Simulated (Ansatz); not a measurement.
## Two runs on NiSi₃

System: NiSi₃ (Pm-3m, 4 atoms in the cell).
Method of run 1: DFT PBEsol, scalar-relativistic, plane waves, PAW, spin-polarised (Ansatz 0.2.0).

The structure was built on a prototype by a generator; it need not be a known phase. Text and figures count atoms from 1; the logs count them from 0 in places.

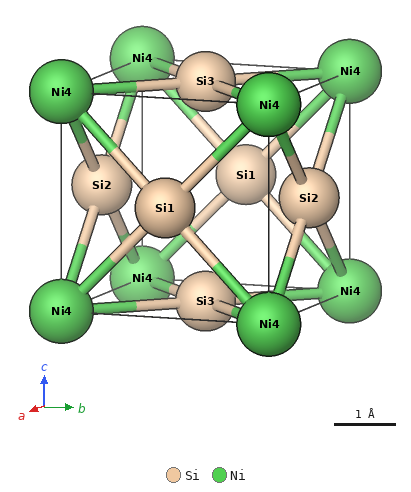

The structure as given in the input (ball-and-stick view of the cell of the calculation, seen slightly off an axis; atoms are numbered from 1 in the order of the input). An atom can appear more than once, as a periodic image.

The input, run 1:
```yaml
crystal:
  lattice:
    - [3.7003493966, 0.0, 0.0]
    - [0.0, 3.7003493966, 0.0]
    - [0.0, 0.0, 3.7003493966]
  atoms:
    - { symbol: Si, position: [0.0, 0.5, 0.5] }
    - { symbol: Si, position: [0.5, 0.0, 0.5] }
    - { symbol: Si, position: [0.5, 0.5, 0.0] }
    - { symbol: Ni, position: [0.0, 0.0, 0.0], spin: 2.5 }
basis:
  ecutwfc: 420
kpoints:
  mp_grid: { grid: [12, 12, 12] }
hamiltonian:
  xc: pbesol
scf:
  occupations: { method: gaussian, width: 0.1 }
  lower_state_search: "off"
output:
  forces: true
  stress: true
  eigenvalues: true
  populations: true
magnetization:
  spin_polarized: true
```

Launched with:
```bash
ansatz run input.yaml --threads 1 --pin off --max-ram 2560MiB --backend cpu --events-out ev --progress --plain --runs-dir out
```

Hardware: 1 thread of Arm Neoverse V1, 24 GiB of memory available, shared host.

Output, shortened to warnings, some set-up lines, iterations and results (run 1):
```
WARN: the starting moments were not kept: the SCF closed with an absolute magnetisation of 2.5e-7 μB, where they sum to 2.5 μB in size (1 site). That is at most 0.1 of that sum. Measured as dr2_m measures the in/out step, that magnetisation stands 1.1e-14 eV from none, at or under the dr2_threshold of 1.0e-7 eV: it is no larger than a step whose dr2_m would equal this threshold. The system may …
Basis set: ecut = 420 eV, 1021 PW (Γ), exchange–correlation on 50×50×50 points (8 copies of the dense FFT grid, shifted against one another)
Symmetry: 48 space group operations
k-points: 84 of 1728
Initial density: superposition of atomic densities (chi_scale 0.1, normalization cell)
[...]
SCF iter   1: F=—  HF=-7668.657478 eV  |F-HF|=—  |Δ(HF+E_count)|=         —  Δρ=1.78e-1 (↑7.34e-2 ↓1.78e-1)  dr2=5.88e0  dr2_m=7.22e0  M=0.439 μB ∫|m|=0.528 μB  β_m=0.30  …
SCF iter   2: F=—  HF=-7668.674773 eV  |F-HF|=—  |Δ(HF+E_count)|=   1.73e-2  Δρ=1.01e-1 (↑1.01e-1 ↓4.54e-2)  dr2=1.06e0  dr2_m=2.38e0  M=0.647 μB ∫|m|=0.773 μB  β_m=0.30  …
SCF iter   3: F=—  HF=-7668.705829 eV  |F-HF|=—  |Δ(HF+E_count)|=   3.11e-2  Δρ=8.66e-2 (↑5.50e-2 ↓8.66e-2)  dr2=9.53e-1  dr2_m=2.28e0  M=0.354 μB ∫|m|=0.491 μB  β_m=0.30  …
SCF iter   4: F=—  HF=-7668.796315 eV  |F-HF|=—  |Δ(HF+E_count)|=   9.05e-2  Δρ=7.49e-2 (↑7.49e-2 ↓7.74e-3)  dr2=2.10e0  dr2_m=7.23e-1  M=0.523 μB ∫|m|=0.637 μB  β_m=0.30  …
SCF iter   5: F=—  HF=-7668.725531 eV  |F-HF|=—  |Δ(HF+E_count)|=   7.08e-2  Δρ=4.23e-2 (↑4.22e-2 ↓4.23e-2)  dr2=8.74e-4  dr2_m=8.30e-1  M=0.309 μB ∫|m|=0.430 μB  β_m=0.30  …
[... 10 lines ...]
SCF iter  16: F=—  HF=-7668.874615 eV  |F-HF|=—  |Δ(HF+E_count)|=   2.95e-6  Δρ=4.56e-5 (↑4.08e-5 ↓4.56e-5)  dr2=2.77e-6  dr2_m=2.18e-8  M=0.000 μB ∫|m|=0.000 μB  β_m=0.85  …
SCF iter  17: F=-7668.874615 eV  HF=-7668.874615 eV  |F-HF|=8.34e-9  |Δ(HF+E_count)|=   1.64e-7  Δρ=3.72e-6 (↑3.72e-6 ↓2.44e-6)  dr2=1.38e-8  dr2_m=5.56e-10  M=0.000 μB …
SCF iter  18: F=-7668.874615 eV  HF=-7668.874615 eV  |F-HF|=7.77e-10  |Δ(HF+E_count)|=  6.33e-10  Δρ=1.09e-6 (↑1.09e-6 ↓5.01e-7)  dr2=9.49e-10  dr2_m=5.04e-11  M=0.000 μB …
SCF iter  19: F=-7668.874615 eV  HF=-7668.874615 eV  |F-HF|=9.09e-13  |Δ(HF+E_count)|=  2.82e-11  Δρ=3.29e-8 (↑3.27e-8 ↓3.29e-8)  dr2=1.99e-12  dr2_m=2.49e-14  M=0.000 μB …
SCF 1 converged in 19 iterations: F = -7668.874615 eV  dr2 = 1.99e-12
SCF converged after 19 iterations
Magnetization: 0.0000 μB (15.0000 up, 15.0000 down)
Absolute magnetization: 0.0000 μB (∫|ρ↑−ρ↓|, with the PAW one-centre terms)
Spin contamination: 0.0000 ħ² per cell (⟨S²⟩ above its minimum at these occupations)
Per-site moments (μB) at R_I (Å): [(1.890940345638e-8, 1.0793236373268564), (1.8909403868877633e-8, 1.0793236373268564), (1.8909403494398322e-8, 1.0793236373268564), (3.169875595650017e-8, 1.0793236373268564)]
Free energy (F): -7668.874615 eV
Harris-Foulkes:  -7668.874615 eV  (|F-HF|=9.09e-13)
Internal energy: -7668.864542 eV  (E = F + TS)
E sigma→0 (E₀):  -7668.869579 eV
Entropy (-TS):   -0.010073 eV (-2.518 meV/atom)
Fermi energy:    13.384958 eV
--- Per-component energies (eV) ---
  E_band       = -287.086422
  E_kinetic    = 412.873978
  E_local      = -4974.515334  (includes V_loc(G=0)·N_el)
  E_nonlocal   = 716.837802
  E_hartree    = 2175.265304
  E_xc         = -253.341786
  E_vxc        = -256.015032  (∫ρ·V_xc dr)
  E_paw        = -3094.178906  (= ΣΔE_a)
  E_vpaw       = -536.799155  (= ΣTr[D̂ρ^β])
  E_aug_tail   = 0.000584  (compensation charges beyond the density's cutoff)
  E_ewald      = -2652.098155
  E_core_change = 0.291971  (= ΣΔE_core)
  E_smearing   = -0.010073  (= −TS)
  E_closure    = -0.000000  (closes the sum)
  Σ components = -7668.874615   (vs F -7668.874615, Δ=0.00e0)
--- Forces (eV/Å), atoms counted from 1 ---
  atom   1  Si     0.00000000     0.00000000    -0.00000000
  atom   2  Si     0.00000000    -0.00000000     0.00000000
  atom   3  Si     0.00000000     0.00000000     0.00000000
  atom   4  Ni     0.00000000    -0.00000000     0.00000000
  max |Σ_I F_I| component: 1.91e-30 eV/Å
--- Stress (GPa, compression-positive) ---
        0.022995       0.000000       0.000000
        0.000000       0.022995       0.000000
        0.000000       0.000000       0.022995
  P = ⅓ Tr σ = 0.0230 GPa (0.230 kbar)
--- Löwdin populations: 4 sites ---
  site symbol       q [e]    m [muB]
     0     Si      3.9762     0.0000
     1     Si      3.9762     0.0000
     2     Si      3.9762     0.0000
     3     Ni     17.5529     0.0000
  spilling = 0.017280 (of n_electrons = 30.000000)
```

The input of run 2 differs as follows (lines with − go, lines with + come):
```diff
-  ecutwfc: 420
+  ecutwfc: 500
-  xc: pbesol
+  xc: r2scan
```

How does run 2 compare with run 1?

The total energies belong to different methods, so their difference says nothing on which is more stable or more accurate. The pressure goes from 0.02 to −1.27 GPa. The functional changes from PBEsol to r2SCAN. The SCF takes 26 iterations against 19. The plane waves at Γ go from 1021 to 1309. On the same kind of shared host run 2 took about 2.7 times as long.

Output, shortened to warnings, some set-up lines, iterations and results (run 2):
```
WARN: the starting moments were not kept: the SCF closed with an absolute magnetisation of 4.4e-6 μB, where they sum to 2.5 μB in size (1 site). That is at most 0.1 of that sum. Measured as dr2_m measures the in/out step, that magnetisation stands 4.7e-12 eV from none, at or under the dr2_threshold of 1.0e-7 eV: it is no larger than a step whose dr2_m would equal this threshold. The system may …
Basis set: ecut = 500 eV, 1309 PW (Γ), exchange–correlation on 108×108×108 points (64 copies of the dense FFT grid, shifted against one another)
Symmetry: 48 space group operations
k-points: 84 of 1728
Initial density: superposition of atomic densities (chi_scale 0.1, normalization cell)
[...]
SCF iter   1: F=-7754.836776 eV  HF=-7760.568921 eV  |F-HF|=5.73e0  |Δ(HF+E_count)|=         —  Δρ=1.84e-1 (↑5.74e-2 ↓1.84e-1)  dr2=8.13e0  dr2_τ=7.82e-2  dr2_m=6.59e0  …
SCF iter   2: F=-7759.971655 eV  HF=-7760.523022 eV  |F-HF|=5.51e-1  |Δ(HF+E_count)|=   4.59e-2  Δρ=8.74e-2 (↑8.74e-2 ↓4.10e-2)  dr2=8.27e-1  dr2_τ=1.07e-2  dr2_m=1.79e0  …
SCF iter   3: F=-7760.199344 eV  HF=-7760.675393 eV  |F-HF|=4.76e-1  |Δ(HF+E_count)|=   1.52e-1  Δρ=8.30e-2 (↑4.73e-2 ↓8.30e-2)  dr2=1.09e0  dr2_τ=1.14e-2  dr2_m=1.92e0  …
SCF iter   4: F=-7757.657848 eV  HF=-7760.930272 eV  |F-HF|=3.27e0  |Δ(HF+E_count)|=   2.55e-1  Δρ=7.64e-2 (↑7.64e-2 ↓2.45e-2)  dr2=3.98e0  dr2_τ=8.27e-3  dr2_m=3.36e-1  …
SCF iter   5: F=-7760.594850 eV  HF=-7760.765377 eV  |F-HF|=1.71e-1  |Δ(HF+E_count)|=   1.65e-1  Δρ=4.90e-2 (↑4.90e-2 ↓1.89e-2)  dr2=3.66e-1  dr2_τ=5.49e-3  dr2_m=5.31e-1  …
[... 17 lines ...]
SCF iter  23: F=-7760.953427 eV  HF=-7760.953427 eV  |F-HF|=1.31e-7  |Δ(HF+E_count)|=   3.27e-6  Δρ=3.69e-5 (↑3.69e-5 ↓9.96e-6)  dr2=3.52e-7  dr2_τ=1.58e-9  dr2_m=2.47e-7  …
SCF iter  24: F=-7760.953428 eV  HF=-7760.953427 eV  |F-HF|=2.88e-7  |Δ(HF+E_count)|=   2.45e-7  Δρ=9.03e-6 (↑9.03e-6 ↓6.54e-6)  dr2=2.74e-9  dr2_τ=5.64e-11  dr2_m=2.81e-8  …
SCF iter  25: F=-7760.953428 eV  HF=-7760.953428 eV  |F-HF|=1.81e-9  |Δ(HF+E_count)|=   4.13e-7  Δρ=9.98e-7 (↑9.98e-7 ↓3.27e-7)  dr2=2.98e-10  dr2_τ=1.28e-12  dr2_m=1.43e-10  …
SCF iter  26: F=-7760.953428 eV  HF=-7760.953428 eV  |F-HF|=1.91e-11  |Δ(HF+E_count)|=  8.59e-10  Δρ=7.72e-7 (↑7.72e-7 ↓7.03e-7)  dr2=8.26e-10  dr2_τ=8.92e-13  dr2_m=4.36e-12 …
SCF 1 converged in 26 iterations: F = -7760.953428 eV  dr2 = 8.26e-10
this state was not tested for a lower state beside it, because the mixer in use, unlike msr1, does not test its closes by its own steps (another_mixer; see scf.mixing.algorithm and scf.lower_state_search)
SCF converged after 26 iterations
Magnetization: -0.0000 μB (15.0000 up, 15.0000 down)
Absolute magnetization: 0.0000 μB (∫|ρ↑−ρ↓|, with the PAW one-centre terms)
Spin contamination: 0.0000 ħ² per cell (⟨S²⟩ above its minimum at these occupations)
Per-site moments (μB) at R_I (Å): [(9.974640904350475e-9, 1.0793236373268564), (9.974641009878498e-9, 1.0793236373268564), (9.974640895429124e-9, 1.0793236373268564), (-1.3326406710015867e-6, 1.0793236373268564)]
Free energy (F): -7760.953428 eV
Harris-Foulkes:  -7760.953428 eV  (|F-HF|=1.91e-11)
Internal energy: -7760.942995 eV  (E = F + TS)
E sigma→0 (E₀):  -7760.948211 eV
Entropy (-TS):   -0.010433 eV (-2.608 meV/atom)
Fermi energy:    13.490414 eV
--- Per-component energies (eV) ---
  E_band       = -311.960938
  E_kinetic    = 412.154077
  E_local      = -4982.054724  (includes V_loc(G=0)·N_el)
  E_nonlocal   = 717.702035
  E_hartree    = 2186.712028
  E_xc         = -236.612355
  E_vxc        = -272.662324  (∫ρ·V_xc dr)
  E_paw        = -3206.216806  (= ΣΔE_a)
  E_vpaw       = -576.058993  (= ΣTr[D̂ρ^β])
  E_aug_tail   = 0.000274  (compensation charges beyond the density's cutoff)
  E_vtau       = 15.537386  (kinetic-family band-sum trace: ∫τ·v_τ [+ j·A + Jᵃ·Aᵃ] dr)
  E_ewald      = -2652.098155
  E_core_change = -0.529368  (= ΣΔE_core)
  E_smearing   = -0.010433  (= −TS)
  E_closure    = -0.000000  (closes the sum)
  Σ components = -7760.953428   (vs F -7760.953428, Δ=0.00e0)
--- Forces (eV/Å), atoms counted from 1 ---
  atom   1  Si     0.00000000     0.00000000    -0.00000000
  atom   2  Si    -0.00000000     0.00000000     0.00000000
  atom   3  Si    -0.00000000    -0.00000000     0.00000000
  atom   4  Ni    -0.00000000     0.00000000    -0.00000000
  max |Σ_I F_I| component: 2.07e-30 eV/Å
--- Stress (GPa, compression-positive) ---
       -1.273212       0.000000       0.000000
        0.000000      -1.273212       0.000000
        0.000000       0.000000      -1.273212
  P = ⅓ Tr σ = -1.2732 GPa (-12.732 kbar)
--- Löwdin populations: 4 sites ---
  site symbol       q [e]    m [muB]
     0     Si      3.9724    -0.0000
     1     Si      3.9724    -0.0000
     2     Si      3.9724    -0.0000
     3     Ni     17.5442    -0.0000
  spilling = 0.017952 (of n_electrons = 30.000000)
```

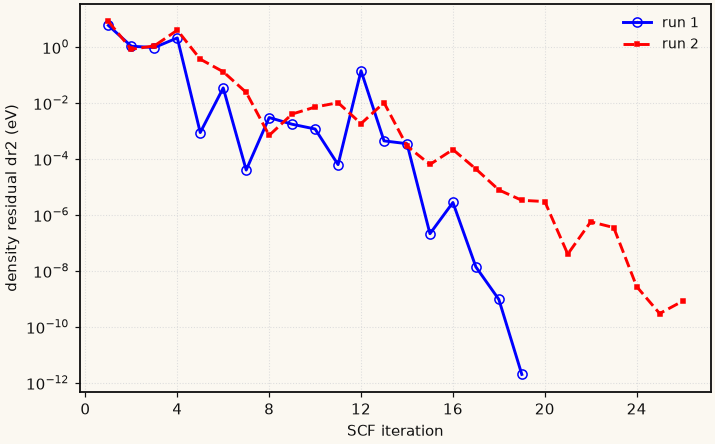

Convergence of the two runs: density residual dr2 against the SCF iteration. Run 1 takes 19 iterations in all, and run 2 takes 26.

The two runs side by side:

| quantity | run 1 | run 2 |
| --- | --- | --- |
| outcome | converged | converged |
| free energy per atom (eV) | −1917.2187 | −1940.2384 |
| energy per atom, smearing taken to zero (eV) | −1917.2174 | −1940.2371 |
| gap on the mesh (eV) | 0.00 | 0.00 |
| net moment of the cell (μB) | 0.00 | 0.00 |
| absolute moment of the cell (μB) | 0.00 | 0.00 |
| pressure (GPa) | 0.02 | −1.27 |
| largest force (eV/Å) | 0.000 | 0.000 |
| SCF iterations | 19 | 26 |
| irreducible k-points | 84 | 84 |
| plane waves at Γ | 1021 | 1309 |
| wall time (shared host) | 27 s | 74 s |

For run 1: Warnings: some starting moments were not kept. For run 2: The electronic state found may not be the lowest one. Warnings: some starting moments were not kept; the state was not tested for a lower one.
